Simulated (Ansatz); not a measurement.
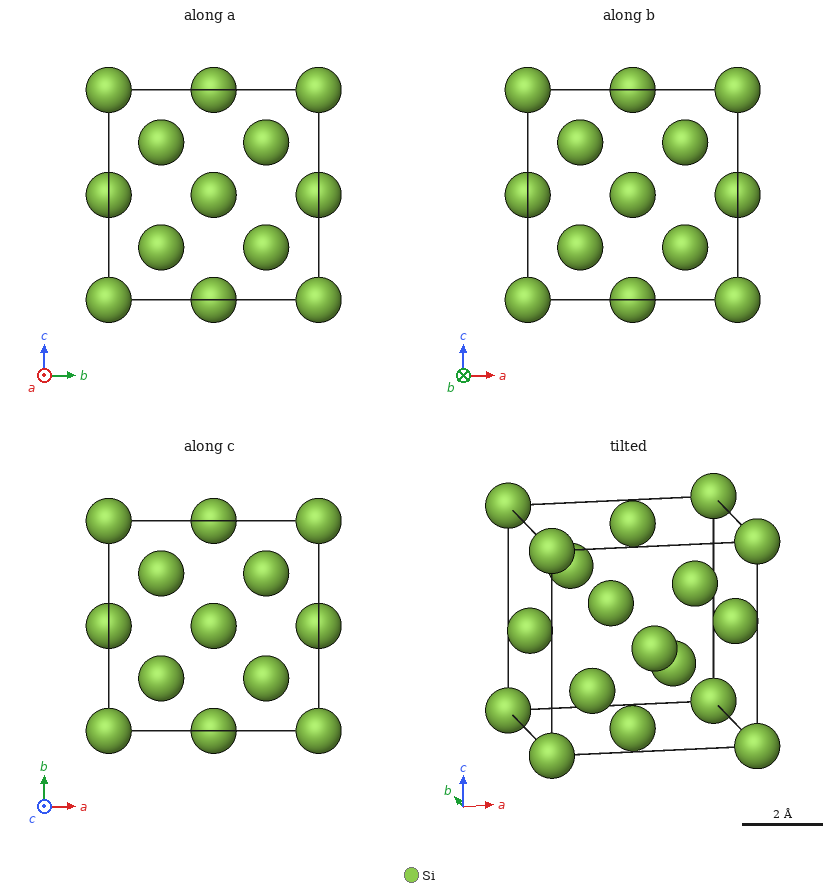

The image is a spheres-only drawing of a crystal, viewed along the a axis, along the b axis, along the c axis and slightly off an axis. The conventional unit cell is drawn as a box.

Lattice parameters: a = 5.281 Å, b = 5.281 Å, c = 5.281 Å, α = 90.00°, β = 90.00°, γ = 90.00°.

Question: Put the structure into a table of Wyckoff sites.

Answer: Space group Fd-3m:1 (No. 227).
| atom | site | x | y | z |
| --- | --- | --- | --- | --- |
| Si | 8a | 0.0000 | 0.5000 | 0.5000 |

The structure was taken from a structure type filled with this element by a generator (whether the element takes this form wasn't checked). The cell was then strained or its atoms displaced on purpose. An electronic-structure calculation with Ansatz was run on it.

At this level of theory the cell isn't at rest (compressed, at 11 GPa), so its distances can differ from those at equilibrium, the more so the softer the solid.
